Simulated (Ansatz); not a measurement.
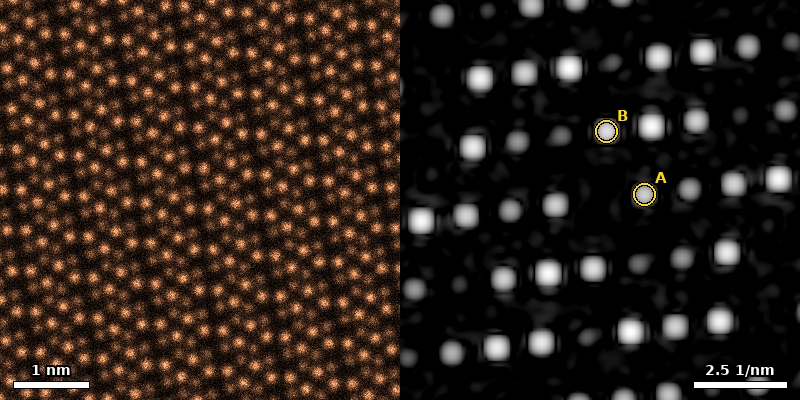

iDPC-like image of a crystal. Simulated as the projected potential of neutral atoms (B = 0.5 Å²) blurred by a 0.88 Å probe, the thin-sample limit of integrated differential phase contrast. Shot noise was added.

The right panel is the modulus of the image's Fourier transform on a logarithmic scale.

**Which lattice spacings do the marked spots stand for, and what angle do A and B enclose?**

A: 8.2 Å, B: 5.3 Å; A and B enclose about 77°.

The crystal is Ge (R-3m, No. 166) along [100]; the spots are (0 0 -3) and (0 1 -1). Structure: coordinates from a relaxation with Ansatz, DFT r2SCAN, scalar-relativistic, plane waves, PAW; the starting structure was generated, so it need not be a known form of this composition.
